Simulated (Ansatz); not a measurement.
Take the following structure.

```yaml
crystal:
  lattice:
    - [3.31447, 0.00000, 0.00000]
    - [-1.65724, 2.87042, 0.00000]
    - [0.00000, 0.00000, 17.85132]
  atoms:
    - { symbol: W, position: [0.33333, 0.66667, 0.50000] }
    - { symbol: Se, position: [0.66667, 0.33333, 0.40694] }
    - { symbol: Se, position: [0.66667, 0.33333, 0.59306] }
```

Say what kind of structure these coordinates give.

The solid is WSe2. One cell contains 1 W, 2 Se, 3 atoms in all. W is coordinated by six Se in a trigonal prismatic arrangement at 2.53 Å. Around each Se lie three W in a trigonal pyramidal arrangement at 2.53 Å. Not all metal-metal contacts are counted. The bonds build WSe2 layers parallel to (001).

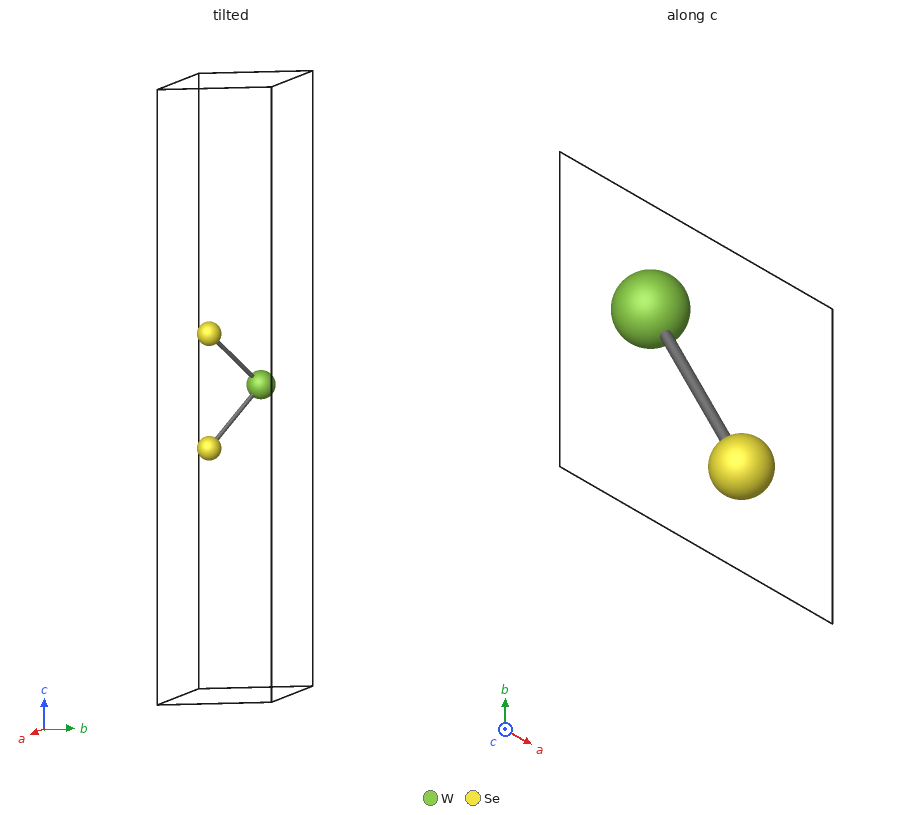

The crystal in a ball-and-stick representation, seen slightly off an axis and along the c axis. The frame is the simulation cell; atoms at its boundary are shown with their periodic copies. Colours: tungsten green, selenium yellow.

Source of the structure: a structure listed in the Materials Project, with elements exchanged, so it need not be a known form of the compound. Earlier steps of the study may have refined or changed the cell and positions. It was run through Ansatz as a DFT input.
